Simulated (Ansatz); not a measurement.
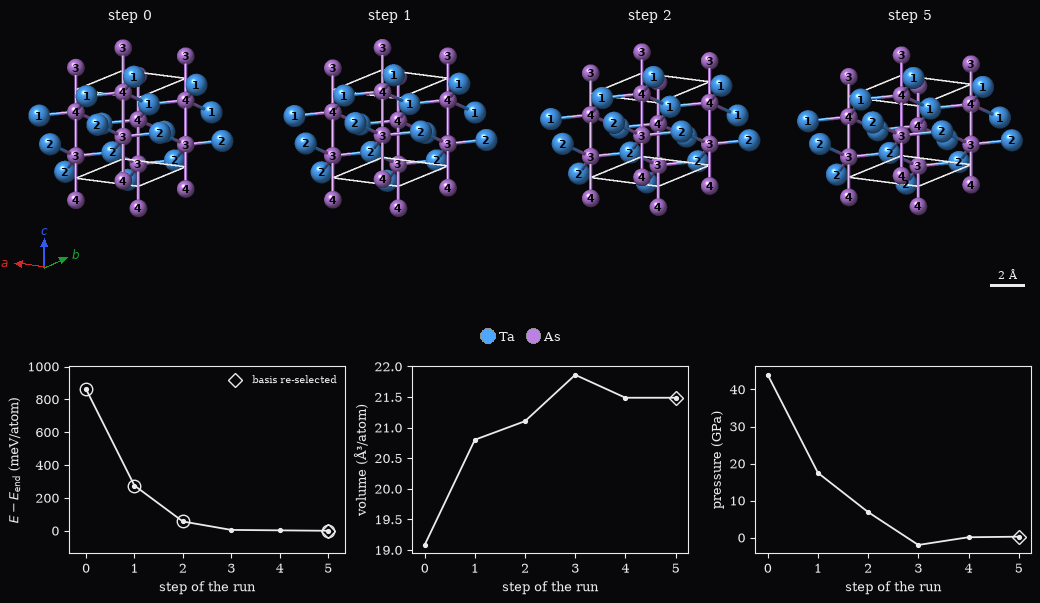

Frames of a relaxation of solid TaAs (a generated structure, set up in P6_3/mmc) (coarse preliminary run), marked on the history of the run. The picture is a ball-and-stick view of the cell of the calculation, seen from a free direction.

Computed with DFT PBE, scalar-relativistic, plane waves, PAW in Ansatz. Set-up: plane-wave cutoff 420 eV; k-point mesh 6 × 6 × 4; occupations gaussian; smearing width 0.1 eV; no spin polarisation; cell and atoms relaxed; force threshold 0.04 eV/Å; at most 70 steps.

Q: Describe the path.

A: The atoms keep their places relative to the cell (all moves are under 0.005 Å). Cell: a = b 3.881 → 4.322 Å (+11.3 %), c 5.850 → 5.314 Å (−9.2 %). Volume +12.6 %. Among the contacts that change: As3–As4 2.925 → 2.657 Å, Ta1–As4 2.241 → 2.495 Å. The space group stays P6_3/mmc (No. 194). After 4 accepted moves (5 points after the start) the energy has fallen by 863 meV per atom. All forces vanish by symmetry, so only the cell relaxes. The pressure goes from 43.94 to 0.27 GPa. At 1 point the geometry stayed and the basis and grid were re-selected for the new cell (energy shift of 2.7 meV per atom at most each time). Cost: 26 s on 1 thread of AMD EPYC 7B13 (Zen 3), with other jobs on the host, peak memory 0.45 GiB. From step 0 to 1: volume +9.0 %, energy −588 meV per atom. From step 1 to 2: volume +1.5 %, energy −219 meV per atom. From step 2 to 5: volume +1.8 %, energy −56.7 meV per atom.
